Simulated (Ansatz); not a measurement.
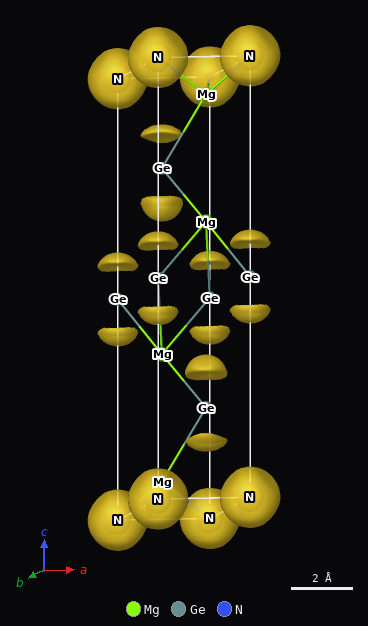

Mg$_{4}$Ge$_{3}$N. Isosurface of the ELF at 0.7 (yellow), seen at an oblique angle. Core shells and regions of very low density are left out. Sticks mark near contacts.

Space group P-3m1; a generated structure, not necessarily the stable one; changed on purpose from its base cell (volume × 0.88, shape and atoms relaxed); computed pressure about 10 GPa in this cell; computed without spin polarisation.

These are results of DFT PBE, scalar-relativistic, plane waves, PAW in Ansatz, not measurements.

In a PAW calculation such maps are meaningful between the atoms, not at the nuclei.

### Where are the electrons localised?

The surface consists of one region wrapped around N (its valence shell) and six pockets between the atoms, centred on no nucleus (multi-centre or interstitial), counted in one cell of 8 atoms. Any copies at cell faces, edges or corners count once. Along the contacts the grid gives the following. Mg–N (2.06 Å): the ELF peaks at about 0.85 in the valence shell of N, 0.7 Å from its nucleus, and is about 0.45 at the midpoint. Mg–Ge (2.74 Å): the ELF peaks at about 0.65 in the valence shell of Ge, 1.3 Å from its nucleus, and is about 0.65 at the midpoint.

### Metal or insulator at this level of theory?

It is gapless in this calculation (a metal or semimetal).
